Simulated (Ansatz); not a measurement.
The calculation's input:

```
crystal:
  lattice:
    - [5.9985883008, 0.0, 0.0]
    - [-2.9992941504, 5.1949298553, 0.0]
    - [0.0, 0.0, 5.9403492261]
  atoms:
    - { symbol: Ge, position: [0.531684895, 0.1442419386, 0.4309793801] }
    - { symbol: Ge, position: [0.8557580614, 0.3874429563, 0.0976460468] }
    - { symbol: Ge, position: [0.6125570437, 0.468315105, 0.7643127134] }
    - { symbol: Ge, position: [0.1442419386, 0.531684895, 0.5690206199] }
    - { symbol: Ge, position: [0.3874429563, 0.8557580614, 0.9023539532] }
    - { symbol: Ge, position: [0.468315105, 0.6125570437, 0.2356872866] }
    - { symbol: Ge, position: [0.833962196, 0.0, 0.6666666667] }
    - { symbol: Ge, position: [0.0, 0.833962196, 0.3333333333] }
    - { symbol: Ge, position: [0.166037804, 0.166037804, 0.0] }
basis:
  ecutwfc: 420
kpoints:
  mp_grid: { grid: [6, 6, 6] }
hamiltonian:
  xc: pbe
scf:
  occupations: { method: gaussian, width: 0.1 }
output:
  forces: true
  stress: true
  eigenvalues: true
  write_density: true
  write_potential: true
  elf: true
  volumetric_format: npy
relax:
  adjacent_minimum: "off"
  f_tol: 0.01
  max_steps: 80
  cell: { stress_tol: 0.05 }
```

Launched as:

```sh
ansatz run input.yaml --threads 1 --pin off --max-ram 2560MiB --backend cpu --events-out ev --progress --plain --runs-dir out
```

Below, planes, directions and counts refer to the conventional cell (a = 5.97 Å, b = 5.97 Å, c = 5.90 Å, α = 90.00°, β = 90.00°, γ = 120.00°).

The fields are those of the relaxed geometry.

Space group P3₂21; a structure generated by program, which may or may not match a known phase.

Theory: DFT PBE, scalar-relativistic, plane waves, PAW in Ansatz 0.2.0.

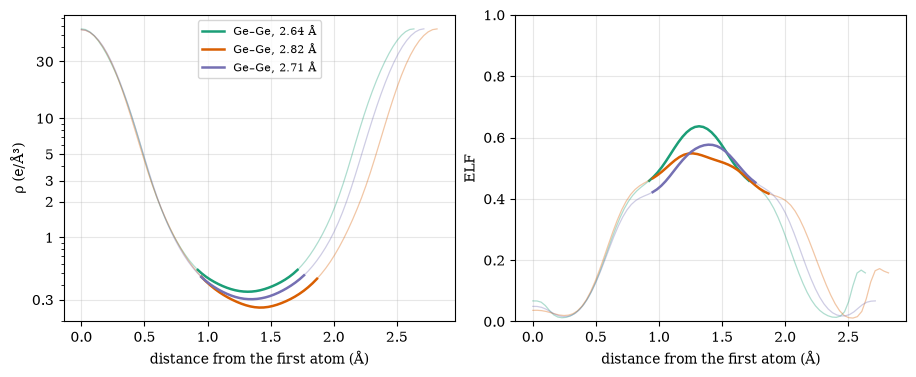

Ge. Valence pseudo-density and ELF along straight lines between neighbouring atoms. Thin, pale parts lie inside the atomic spheres.

Core electrons are frozen (PAW), and the valence fields are smoothed inside the atomic spheres.

**Compare the contacts.**

Ge–Ge (2.64 Å): ρ is about 0.35 e/Å³ halfway; the ELF peaks at about 0.65 between the atoms.
Ge–Ge (2.82 Å): ρ is about 0.26 e/Å³ halfway; the ELF is about 0.55 at the midpoint.
Ge–Ge (2.71 Å): ρ at the midpoint is about 0.3 e/Å³; the ELF reaches about 0.60 near the midpoint.
